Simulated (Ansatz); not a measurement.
# Calculations on Au

### Relaxation

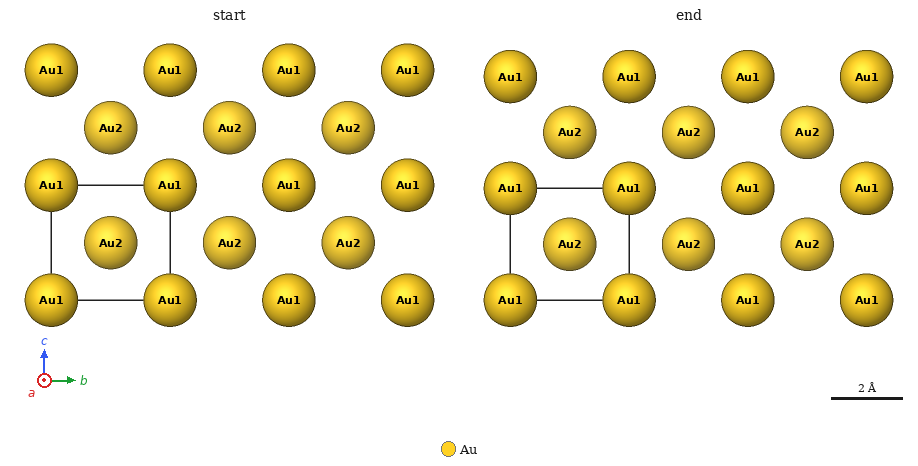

The structure of solid Au (set up in I4/mmm) before (left) and after (right) a relaxation, at one scale.

The picture is a spheres-only view of the cell of the calculation, repeated 1 × 3 × 2 with one cell outlined, seen along the a axis.

Case: biaxial strain in the a-b plane of +2.0 %; c and atoms relaxed.

The calculation used DFT PBE, scalar-relativistic, plane waves, PAW in Ansatz. Set-up: plane-wave cutoff 420 eV; k-point mesh 16 × 16 × 16; occupations gaussian; smearing width 0.1 eV; no spin polarisation; cell relaxed at fixed a, b, gamma; force threshold 0.008 eV/Å; at most 40 steps.

What changed between the two?

Answer. Over 3 accepted moves (4 points after the start) the energy falls by 5.7 meV per atom. All forces vanish by symmetry, so only the cell relaxes. The pressure goes from −3.24 to 0.36 GPa. The SCF was repeated once at an unchanged geometry on a basis and grid sized afresh for the cell, which shifted the energy by 0.2 meV per atom at most. The atoms keep their places relative to the cell (all moves are under 0.005 Å). The volume changes by −2.8 %, with a = b unchanged at 3.367 Å, c 3.262 → 3.171 Å (−2.8 %). Some distances before and after: Au1–Au1 3.262 → 3.171 Å, Au1–Au2 2.886 → 2.861 Å. The space group stays I4/mmm (No. 139).

### Relaxation

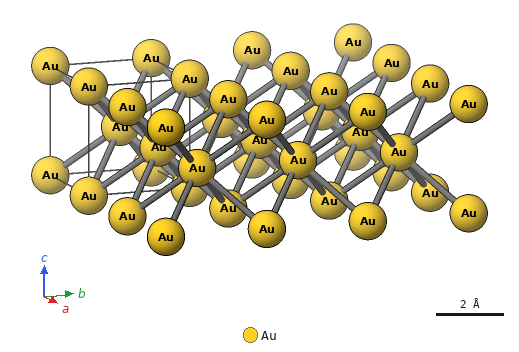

This is the input geometry for a relaxation of solid Au (set up in I4/mmm). The picture is a ball-and-stick view of the cell of the calculation, repeated 3 × 3 × 1 with one cell outlined, seen slightly off an axis.

Case: biaxial strain in the a-b plane of -2.0 %; c and atoms relaxed.

Level of theory: DFT PBE, scalar-relativistic, plane waves, PAW in Ansatz 0.2.0.

Input file:
```yaml
crystal:
  lattice:
    - [3.2352828576, 0.0, 0.0]
    - [0.0, 3.2352828576, 0.0]
    - [0.0, 0.0, 3.3409247468]
  atoms:
    - { symbol: Au, position: [0.0, 0.0, 0.0] }
    - { symbol: Au, position: [0.5, 0.5, 0.5] }
basis:
  ecutwfc: 420
kpoints:
  mp_grid: { grid: [16, 16, 16] }
hamiltonian:
  xc: pbe
scf:
  occupations: { method: gaussian, width: 0.1 }
output:
  forces: true
  stress: true
  eigenvalues: true
  write_density: true
  write_potential: true
  elf: true
  volumetric_format: npy
relax:
  adjacent_minimum: "off"
  f_tol: 0.008
  max_steps: 40
  cell: { stress_tol: 0.015, fix: [a, b, gamma] }
```

Command:
```bash
ansatz run input.yaml --threads 1 --pin off --max-ram 2560MiB --backend cpu --events-out ev --progress --plain --runs-dir out
```

> Where does the relaxation end?

No atom moves by more than 0.005 Å relative to the cell. Cell: a = b unchanged at 3.235 Å, c 3.341 → 3.456 Å (+3.4 %). Volume +3.4 %. Among the contacts that change: Au1–Au2 2.833 → 2.867 Å. The space group stays I4/mmm (No. 139). The energy falls by 8.0 meV per atom in 4 accepted moves (6 points after the start). All forces vanish by symmetry, so only the cell relaxes. Pressure: 4.63 GPa at the start and −0.42 GPa at the end. At 2 points the geometry stayed and the basis and grid were re-selected for the new cell (energy shift of 0.2 meV per atom at most each time).

History of the run:

| step | E − E(0), meV/atom | pressure, GPa | volume, Å³/atom | note |
| --- | --- | --- | --- | --- |
| 0 | 0.00 | 4.63 | 17.485 |  |
| 1 | -6.55 | -2.15 | 18.324 |  |
| 2 | -7.77 | -0.62 | 18.111 |  |
| 3 | -7.79 | -0.44 | 18.088 |  |
| 4 | -8.00 | -0.45 | 18.088 | same geometry, new basis |
| 5 | -8.00 | -0.42 | 18.084 |  |
| 6 | -8.00 | -0.42 | 18.084 | same geometry, new basis |

The end point in the same view:

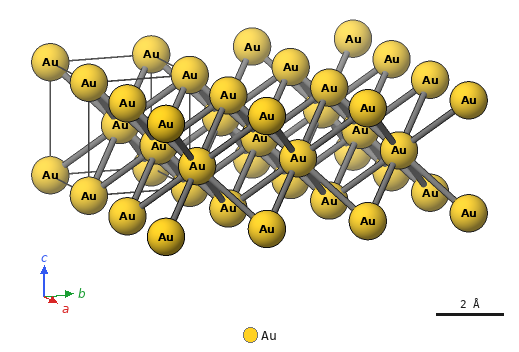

### Series

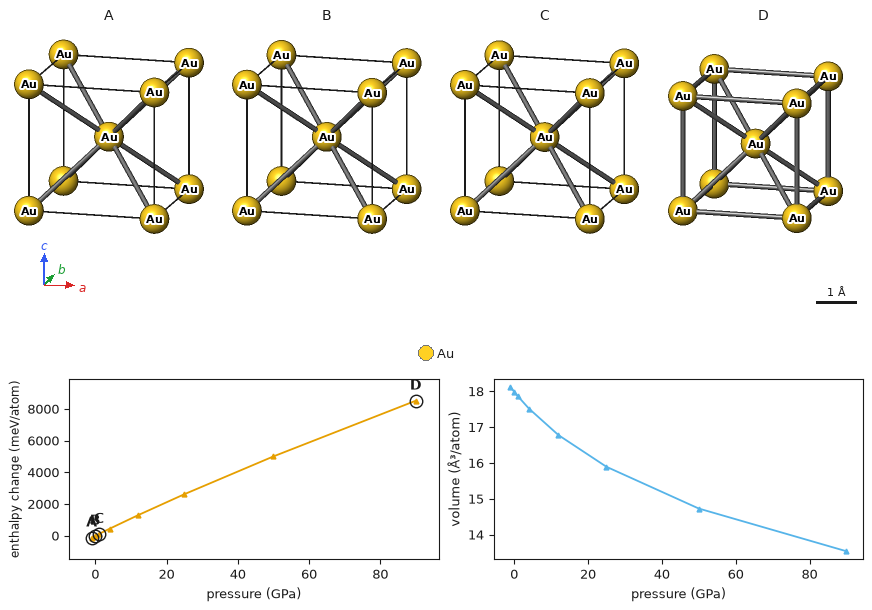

Members of a series of calculations on solid Au (set up in Im-3m), marked on the first curve. Style: ball-and-stick. Shown: the conventional cell (2 times the calculation's cell), slightly off an axis. Lengths and directions refer to the drawn axes.

The calculation used DFT PBE, scalar-relativistic, plane waves, PAW (Ansatz 0.2.0). (plane-wave cutoff 420 eV; occupations gaussian; smearing width 0.1 eV; no spin polarisation) The k-mesh is chosen for each cell (18×18×18, 20×20×20).

Question: How does the crystal respond to pressure?

Answer: The structure is relaxed at several pressures. A (pressure −1.0 GPa): enthalpy change −113 meV/atom, volume 18.12 Å³ per atom. B (pressure 0.0 GPa): enthalpy change 0.0 meV/atom, volume 17.99 Å³ per atom. C (pressure 1.0 GPa): enthalpy change 112 meV/atom, volume 17.87 Å³ per atom. D (pressure 90.0 GPa): enthalpy change 8523 meV/atom, volume 13.54 Å³ per atom. The rest compares A with D. Cell: a = b = c 3.309 → 3.003 Å (−9.3 %). Volume −25.3 %. Near-neighbour distances before and after: Au–Au 3.309 → 3.003 Å, Au–Au 2.866 → 2.601 Å.

### Series

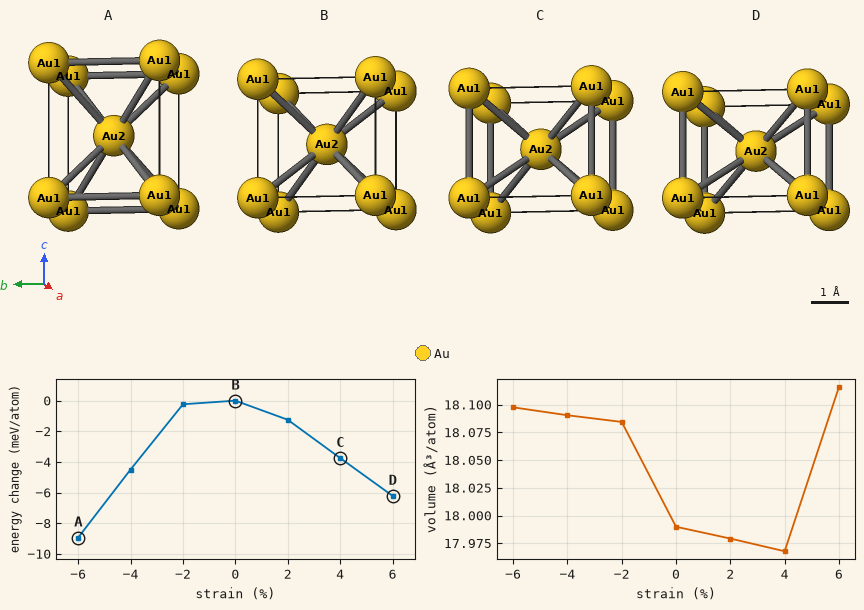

Members of a series of calculations on a crystal of Au (set up in Im-3m), marked on the first curve. A ball-and-stick model of the cell of the calculation, seen from a free direction.

Level of theory: DFT PBE, scalar-relativistic, plane waves, PAW (Ansatz 0.2.0). Set-up: plane-wave cutoff 420 eV; k-point mesh 16 × 16 × 16; occupations gaussian; smearing width 0.1 eV; no spin polarisation.

### Describe the series.

Biaxial strain in the a–b plane, c and atoms relaxed. A (strain −6.0 %): energy change −8.9 meV/atom, volume 18.10 Å³ per atom. B (strain 0.0 %): energy change 0.0 meV/atom, volume 17.99 Å³ per atom. C (strain 4.0 %): energy change −3.7 meV/atom, volume 17.97 Å³ per atom. D (strain 6.0 %): energy change −6.2 meV/atom, volume 18.12 Å³ per atom. The rest compares A with D. The drawn cell changes as follows: a = b 3.103 → 3.499 Å (+12.8 %), c 3.759 → 2.959 Å (−21.3 %); the volume changes by +0.1 %. Near-neighbour distances before and after: Au–Au 3.759 → 2.959 Å, Au–Au 3.103 → 3.499 Å, Au–Au 2.889 → 2.883 Å.
